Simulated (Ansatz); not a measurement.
**Wannier-function calculation, with input and output: CdS**

- system: CdS (P6₃mc, 8 atoms in the cell)
- method: maximally localised Wannier functions of r2SCAN bands, plane waves, PAW, no spin polarisation (Ansatz 0.2.0)

The structure was built on a prototype by a generator. The geometry comes from this level: r2SCAN. It belongs to a series of runs on one base structure; here: metal d.

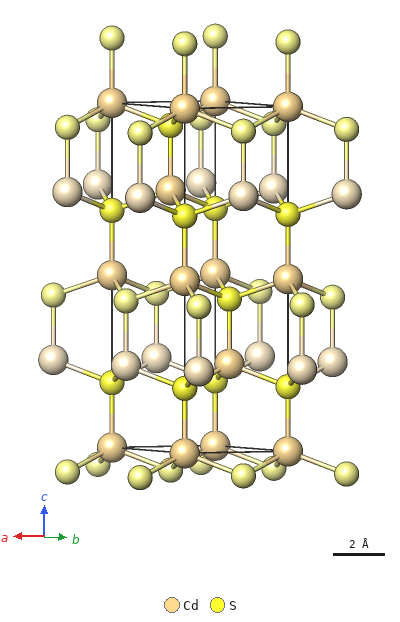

**Figure 1.** The input geometry (ball-and-stick view of the cell of the calculation, seen at an oblique angle; neighbours outside the cell are drawn fainter).

**Input**
```yaml
crystal:
  lattice:
    - [4.1605991063, 0.0, 0.0]
    - [-2.0802995531, 3.603184521, 0.0]
    - [0.0, 0.0, 13.5541938596]
  atoms:
    - { symbol: Cd, position: [0.0, 0.0, -0.0003495472] }
    - { symbol: Cd, position: [0.3333333333, 0.6666666667, 0.2498897453] }
    - { symbol: Cd, position: [0.0, 0.0, 0.4996504528] }
    - { symbol: Cd, position: [0.6666666667, 0.3333333333, 0.7498897453] }
    - { symbol: S, position: [0.0, 0.0, 0.1876440827] }
    - { symbol: S, position: [0.3333333333, 0.6666666667, 0.4378157192] }
    - { symbol: S, position: [0.0, 0.0, 0.6876440827] }
    - { symbol: S, position: [0.6666666667, 0.3333333333, 0.9378157192] }
kpoints:
  mp_grid: { grid: [6, 6, 2] }
  band_path:
    path:
      - [[0.0, 0.0, 0.0], [0.5, -6.319222327124e-18, -4.908477202459e-35], [0.3333333333333, 0.3333333333333, 1.864537790367e-34], [0.0, 0.0, 0.0], [7.93333613183e-52, -3.966668065915e-52, 0.5], [0.5, -6.319222327124e-18, 0.5], [0.3333333333333, 0.3333333333333, 0.5], [7.93333613183e-52, -3.966668065915e-52, 0.5]]
      - [[0.5, -6.319222327124e-18, 0.5], [0.5, -6.319222327124e-18, -4.908477202459e-35]]
      - [[0.3333333333333, 0.3333333333333, 0.5], [0.3333333333333, 0.3333333333333, 1.864537790367e-34]]
    npoints: 10
hamiltonian:
  xc: r2scan
scf:
  occupations: { method: fixed }
  n_extra_bands: 6
output:
  forces: false
  stress: false
  eigenvalues: true
  wannier:
    kmesh: [6, 6, 2]
    projections: [{ species: Cd, l: d, shell: 4 }]
    minimise: true
    write_hr: true
    conv_tol: 1.0e-08
    max_iter: 3000
```

**File wannier.win**
```
! ansatz wannier90 interface
! projections by site (counted from 0) and shell: 0 4D, 1 4D, 2 4D, 3 4D
! states of the run's bands (counted from 1): 21-40
! their least projectability: 0.8356
num_bands = 20
num_wann  = 20
num_iter  = 2000
conv_tol = 1e-8
conv_window = 5
guiding_centres = true
write_hr = true

begin unit_cell_cart
Ang
        4.160599106289243  -2.8867648132573522e-11                      0.0
       -2.080299553119622         3.60318452102375                      0.0
                      0.0                      0.0            13.5541938596
end unit_cell_cart

begin atoms_frac
Cd                       0.0                      0.0            -0.0003495472
Cd        0.3333333333333333       0.6666666666666667             0.2498897453
Cd                       0.0                      0.0             0.4996504528
Cd        0.6666666666666667       0.3333333333333333             0.7498897453
S                        0.0                      0.0             0.1876440827
S         0.3333333333333333       0.6666666666666667             0.4378157192
S                        0.0                      0.0             0.6876440827
S         0.6666666666666667       0.3333333333333333             0.9378157192
end atoms_frac

mp_grid = 6 6 2
```

Run on 4 threads of Arm Neoverse V2, 24 GiB of memory available, shared host.

Command:
```bash
ansatz run input.yaml --threads 4 --pin off --max-ram 5529MiB --backend cpu --events-out ev --progress --plain --runs-dir out
```

**Output**
```
scf.n_extra_bands = 6 over 52 filled bands (N_el = 104.0): the run solves 58 bands
Engine: ansatz 0.2.0, aarch64-unknown-linux-gnu
Pseudopotentials: kind: paw
Pseudopotential: Cd, paw, valence charge 20, recommended cutoff 500 eV (meta_gga), Cd.paw.azcp
Pseudopotential: S, paw, valence charge 6, recommended cutoff 500 eV (meta_gga), S.paw.azcp
Functional definition: r2SCAN
  parameter k0 = 0.174
  parameter k1 = 0.065
  parameter a1 = 4.9479
  exchange = r2scan_x(k0 = k0, k1 = k1, a1 = a1)
  correlation = r2scan_c
Crystal: 8 atoms, lattice volume = 203.196 Å³
Basis set: ecut = 500 eV, 5167 PW (Γ), exchange–correlation on 128×128×400 points (64 copies of the dense FFT grid, shifted against one another)
Bands: 58, of which v1, the nominal top of the filled ones, is band 52 counted from 1 (51 counted from 0)
Symmetry: 12 space group operations
Space group: P63mc (ITA 186), of the structure as read, at distance tolerance 5.9e-5 Å
k-points: 14 of 72
Non-local potential: Cd, projectors of the file, l = 0: 3, l = 1: 2, l = 2: 2, l = 3: 1
Non-local potential: S, projectors of the file, l = 0: 2, l = 1: 2, l = 2: 2
PAW form: soft (Blöchl's): semilocal exchange-correlation on the pseudo side does not see the compensation charge
PAW frozen core: Cd, regenerated for the run's functional (the file was generated under x = pbe(κ = 0.804, μ = 0.2195149727645171), c = pbe(β = 0.06672455060314922))
PAW frozen core: S, regenerated for the run's functional (the file was generated under x = pbe(κ = 0.804, μ = 0.2195149727645171), c = pbe(β = 0.06672455060314922))
PAW one-centre angular grid: Cd, 590 points (default); XC on 160 Gauss nodes
PAW one-centre angular grid: S, 302 points (default); XC on 160 Gauss nodes
Initial density: superposition of atomic densities (neutral atoms: chi_scale 0, normalization atom), corrected by the library's trained network
Initial wavefunctions: pseudopotential atomic-orbital guess
Functional: x = r2scan, c = r2scan; τ floored in thin density (d = 2e-4 eV/Å³)
SCF iter   1: F=—  HF=-36702.403015 eV  |F-HF|=—  |Δ(HF+E_count)|=         —  Δρ=5.94e-3  dr2=3.79e-2  dr2_τ=6.37e-2  ethr=1.77e-3  ⟨swp⟩=5.0  Hψ=2564  notcnv=0  defer=49
preconditioner: auto → Resta (q_TF=auto, 2.440 Å⁻¹)  ε∞=5.0  [insulator: Δε(μ)=1.560 eV  Ē_g=11.040 eV  n_scr=52 (ndim 8)  ℏωp=22.1 eV  f_vac=0.136  ε∞_Penn≈5.0]
SCF iter   2: F=—  HF=-36702.444546 eV  |F-HF|=—  |Δ(HF+E_count)|=   4.15e-2  Δρ=3.42e-3  dr2=1.05e-2  dr2_τ=1.89e-3  ethr=3.65e-5  ⟨swp⟩=3.0  Hψ=1555  notcnv=0  defer=55
SCF iter   3: F=—  HF=-36702.448774 eV  |F-HF|=—  |Δ(HF+E_count)|=   4.23e-3  Δρ=6.77e-4  dr2=7.02e-4  dr2_τ=5.08e-5  ethr=1.01e-5  ⟨swp⟩=2.7  Hψ=999  notcnv=0  defer=55
SCF iter   4: F=—  HF=-36702.449096 eV  |F-HF|=—  |Δ(HF+E_count)|=   3.22e-4  Δρ=1.43e-4  dr2=5.02e-5  dr2_τ=1.82e-6  ethr=6.75e-7  ⟨swp⟩=2.1  Hψ=1539  notcnv=0  defer=53
SCF iter   5: F=—  HF=-36702.449181 eV  |F-HF|=—  |Δ(HF+E_count)|=   8.48e-5  Δρ=5.62e-5  dr2=6.95e-6  dr2_τ=2.55e-7  ethr=4.83e-8  ⟨swp⟩=2.0  Hψ=1233  notcnv=0  defer=27
SCF iter   6: F=—  HF=-36702.449183 eV  |F-HF|=—  |Δ(HF+E_count)|=   1.99e-6  Δρ=1.12e-5  dr2=4.32e-7  dr2_τ=2.04e-8  ethr=6.68e-9  ⟨swp⟩=2.3  Hψ=1297  notcnv=0  defer=27
SCF iter   7: F=-36702.449183 eV  HF=-36702.449183 eV  |F-HF|=8.80e-9  |Δ(HF+E_count)|=   2.01e-7  Δρ=3.28e-6  dr2=1.88e-8  dr2_τ=1.67e-9  ethr=9.62e-11  ⟨swp⟩=9.1  Hψ=2909  notcnv=0
SCF 1 converged in 7 iterations: F = -36702.449183 eV  dr2 = 1.88e-8
  greatest PAW one-centre occupation: 1.002 electrons in one spin orbital (limit 2), on the Cd atom at site 2 (counted from 0), in its partial waves of l = 1
```

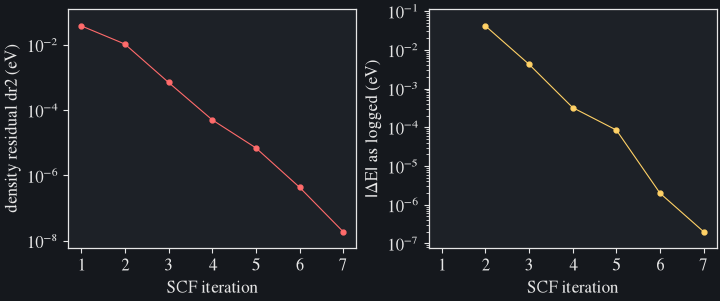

**Figure 2.** Convergence of the self-consistent field: density residual dr2 and size of the energy change against the SCF iteration. The residual falls at every step.

```
NSCF: frozen V_eff on 93 k-points
NSCF: frozen V_eff on 17 k-points
the Wannier pass solved 17 of the 72 points of its mesh, and has the states at the others by symmetry: states obtained by the crystal's operations at points that were solved too leave a residual of 5.73e-13 eV (read by the count's bands and the next), within 6.67e-6 eV
SCF converged after 7 iterations
Free energy (F): -36702.449183 eV
Harris-Foulkes:  -36702.449183 eV  (|F-HF|=8.80e-9)
Internal energy: -36702.449183 eV  (E = F + TS)
E sigma→0 (E₀):  -36702.449183 eV
Fermi energy:    6.311704 eV
--- Per-component energies (eV) ---
  E_band       = -2164.071394
  E_kinetic    = 2446.891236
  E_local      = -16208.174894  (includes V_loc(G=0)·N_el)
  E_nonlocal   = 252.640214
  E_hartree    = 7442.519486
  E_xc         = -1039.520797
  E_vxc        = -1360.394226  (∫ρ·V_xc dr)
  E_paw        = -18863.744762  (= ΣΔE_a)
  E_vpaw       = -2266.973911  (= ΣTr[D̂ρ^β])
  E_aug_tail   = 0.000026  (compensation charges beyond the density's cutoff)
  E_vtau       = 86.891148  (kinetic-family band-sum trace: ∫τ·v_τ [+ j·A + Jᵃ·Aᵃ] dr)
  E_ewald      = -10730.361543
  E_core_change = -2.698150  (= ΣΔE_core)
  E_smearing   = -0.000000  (= −TS)
  E_closure    = 0.000000  (closes the sum)
  Σ components = -36702.449183   (vs F -36702.449183, Δ=0.00e0)
--- Band table (eV; the first three rows and the last of 14) ---
  k-point 0: bands = ["-97.7243", "-97.7243", "-97.7182", "-97.7181", "-57.8877", "-57.8877", "-57.8874", "-57.8874", "-57.8874", "-57.8874", "-57.8817", "-57.8817", "-57.8814", "-57.8814", "-57.8814", "-57.8814", "-6.4051", "-6.1990", "-6.1961", "-5.9940", "-1.5916", "-1.5891", "-1.5891", "-1.5444", "-1.5444", "-1.5255", "-1.5255", "-1.4862", "-1.4862", "-1.3460", "-1.3433", "-1.1449", "-1.1449", "-1.1342", "-1.1342", "-1.1048", "-1.1048", "-1.0845", "-1.0845", "-0.7487", "2.0180", "3.8917", "3.9034", "5.5769", "5.5769", "5.9259", "5.9259", "5.9320", "5.9320", "6.2928", "6.3117", "6.3117", "7.8968", "9.4473", "9.6257", "9.6474", "12.9046", "13.0160"]
  k-point 1: bands = ["-97.7243", "-97.7243", "-97.7182", "-97.7182", "-57.8877", "-57.8877", "-57.8874", "-57.8874", "-57.8874", "-57.8874", "-57.8817", "-57.8817", "-57.8814", "-57.8814", "-57.8814", "-57.8814", "-6.3442", "-6.3442", "-6.0529", "-6.0529", "-1.5732", "-1.5732", "-1.5732", "-1.5732", "-1.5378", "-1.5378", "-1.4995", "-1.4995", "-1.4995", "-1.4995", "-1.1400", "-1.1400", "-1.1400", "-1.1400", "-1.0940", "-1.0940", "-1.0940", "-1.0940", "-0.9942", "-0.9942", "2.6091", "2.6091", "5.3463", "5.3463", "5.6775", "5.6775", "5.6775", "5.6775", "6.1957", "6.1957", "6.1957", "6.1957", "8.7094", "8.7094", "9.6821", "9.6821", "13.0949", "13.0949"]
  k-point 2: bands = ["-97.7243", "-97.7243", "-97.7182", "-97.7181", "-57.8877", "-57.8877", "-57.8875", "-57.8875", "-57.8874", "-57.8874", "-57.8817", "-57.8817", "-57.8815", "-57.8815", "-57.8814", "-57.8814", "-6.3136", "-6.1320", "-6.1293", "-5.9543", "-1.5597", "-1.5521", "-1.5126", "-1.4989", "-1.4956", "-1.4812", "-1.4791", "-1.4543", "-1.4317", "-1.3127", "-1.3061", "-1.1579", "-1.1517", "-1.1305", "-1.1231", "-1.1050", "-1.1000", "-1.0796", "-1.0752", "-0.6837", "2.2032", "3.7368", "3.7600", "4.6936", "5.0452", "5.2386", "5.2639", "5.3591", "5.6743", "5.6776", "6.1057", "6.1285", "8.9923", "10.1856", "10.3655", "10.5252", "12.2364", "12.2828"]
  k-point 13: bands = ["-97.7243", "-97.7243", "-97.7181", "-97.7181", "-57.8877", "-57.8877", "-57.8877", "-57.8877", "-57.8877", "-57.8877", "-57.8817", "-57.8817", "-57.8817", "-57.8817", "-57.8817", "-57.8817", "-5.9039", "-5.9039", "-5.9004", "-5.9004", "-1.4572", "-1.4572", "-1.3673", "-1.3673", "-1.3640", "-1.3640", "-1.3312", "-1.3312", "-1.1703", "-1.1703", "-1.1649", "-1.1649", "-1.1420", "-1.1420", "-1.0978", "-1.0978", "-0.6011", "-0.6011", "-0.5899", "-0.5899", "2.4642", "2.4642", "2.5306", "2.5306", "3.6634", "3.6634", "4.1585", "4.1585", "4.8616", "4.8616", "5.0157", "5.0157", "11.1840", "11.1840", "11.5405", "11.5405", "12.1761", "12.1761"]
Wannier search: line search 1 of at most 3000: gauge-dependent spread (as the search counts it) 0.2434541 Å², largest recent change 1.8e-2 Å² and fall left 6.6e-4 Å² against conv_tol 1.0e-8 Å², 0 stops escaped
```

**File wannier.spreads.toml**
```
omega_i_ang2 = 18.89616393931277
omega_d_ang2 = 0.004409472817866037
omega_od_ang2 = 0.21482173369780244
omega_total_ang2 = 19.11539514582844
least_projectability = 0.835648183041452
b_vectors_match_mmn = true
n_iter = 55
converged = true
rejected_fitted_steps = 1

[[wannier]]
r = [0.0008507386155230437, -0.00048029818883111794, -0.004035008998395241]
spread = 0.6593879397610922

[[wannier]]
r = [-0.0008433235084865224, 0.0004932227608876543, 6.77306194656611]
spread = 0.6593879895618215

[[wannier]]
r = [0.0012131041289721678, -0.0007082197837193132, 6.773283189900619]
spread = 0.6598029720986389

[[wannier]]
r = [-0.001219046421196707, 0.0006980983653700679, -0.0038136852790893604]
spread = 0.6598031002717162

[[wannier]]
r = [2.0820216493141577, 1.2020181468718665, 10.16619333449333]
spread = 0.6636884670015775

[[wannier]]
r = [-0.001728578642838914, 2.4011779890152396, 3.38909641613424]
spread = 0.6636884805530663

[[wannier]]
r = [2.0782400766701095, 1.1999065096790518, 10.166382482557632]
spread = 0.6640712089325405

[[wannier]]
r = [0.0020648549419084437, 2.403268233775313, 3.389285559193802]
spread = 0.6640712359357259

[[wannier]]
r = [2.128887512363104, 1.140248876883822, 10.11357359160132]
spread = 1.1464156107588792

[[wannier]]
r = [-0.048592600216952685, 2.4629340246272533, 3.3364772576611004]
spread = 1.1464156865567645

[[wannier]]
r = [0.028360598103155103, 2.329629125797193, 3.3364770812896802]
spread = 1.1464200744156372

[[wannier]]
r = [2.0519423872002616, 1.273558122037539, 10.113574381479888]
spread = 1.1464201825990017

[[wannier]]
r = [-0.02735259402914978, -0.07227794210453281, -0.05403101968423347]
spread = 1.1500409375297826

[[wannier]]
r = [-0.04891560495120544, -0.05982753620247072, 6.723064935265791]
spread = 1.150041146170345

[[wannier]]
r = [0.02734971196478439, 0.07228035469092656, 6.72306633998423]
spread = 1.1500412489238059

[[wannier]]
r = [0.04891997542897002, 0.059826144549907805, -0.054031264347319884]
spread = 1.1500413610739288

[[wannier]]
r = [0.01928464298820968, 2.4132453796203417, 3.4764880894229417]
spread = 1.1556993210803945

[[wannier]]
r = [2.0610171396643997, 1.189936325561785, 10.25358526977635]
spread = 1.1556993436980605

[[wannier]]
r = [0.02056240861513828, -0.011878125850967815, 6.860848002905797]
spread = 1.162129410104754

[[wannier]]
r = [-0.02056528179533646, 0.011874435047901113, 0.08375073690565972]
spread = 1.1621294287997193

[[curvature_check]]
after_line_search = 12
omega_tilde_before_ang2 = 0.22028298978747196
krylov_steps = 53
lowest_ritz_value_ang2 = -0.005997032726945009
residual_ang2 = 4.267312091812734e-17
settled = true
first_negative_step = 4
curvature_along_ang2 = -0.0059231470338832505
angle_rad = 0.28724211240729797
omega_tilde_after_ang2 = 0.21987783821673168
outcome = "escaped"

[[curvature_check]]
after_line_search = 55
omega_tilde_before_ang2 = 0.2192312065156685
krylov_steps = 53
lowest_ritz_value_ang2 = 2.8283722765276995e-6
residual_ang2 = 1.1874050350977956e-14
settled = true
outcome = "no-negative-curvature"
```

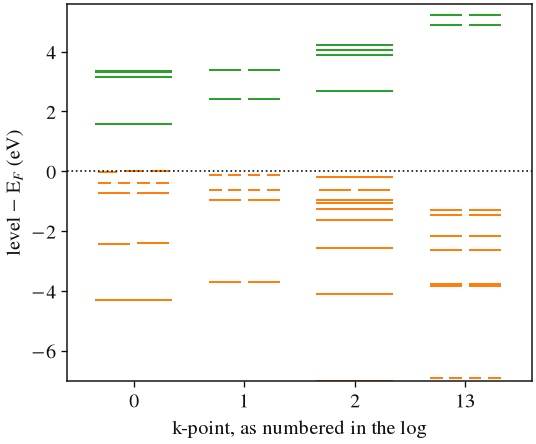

**Figure 3.** Kohn–Sham levels near the Fermi level (dotted) at the few k-points that the log prints; levels within 0.02 eV of each other stand side by side. Among these points the highest filled and lowest empty levels are 1.59 eV apart, which is the gap on the mesh.

**Key numbers**

```csv
quantity,value
outcome,converged
space group (tolerance 0.01 Å),P6₃mc (186)
electrons treated,104
free energy,−36702.4492 eV
total spread of the Wannier functions,19.115 Å²
Fermi energy,6.312 eV
gap on the k-point mesh,1.59 eV
wall time,32 s (CPU time 2.1 min)
peak memory,1.3 GiB
```
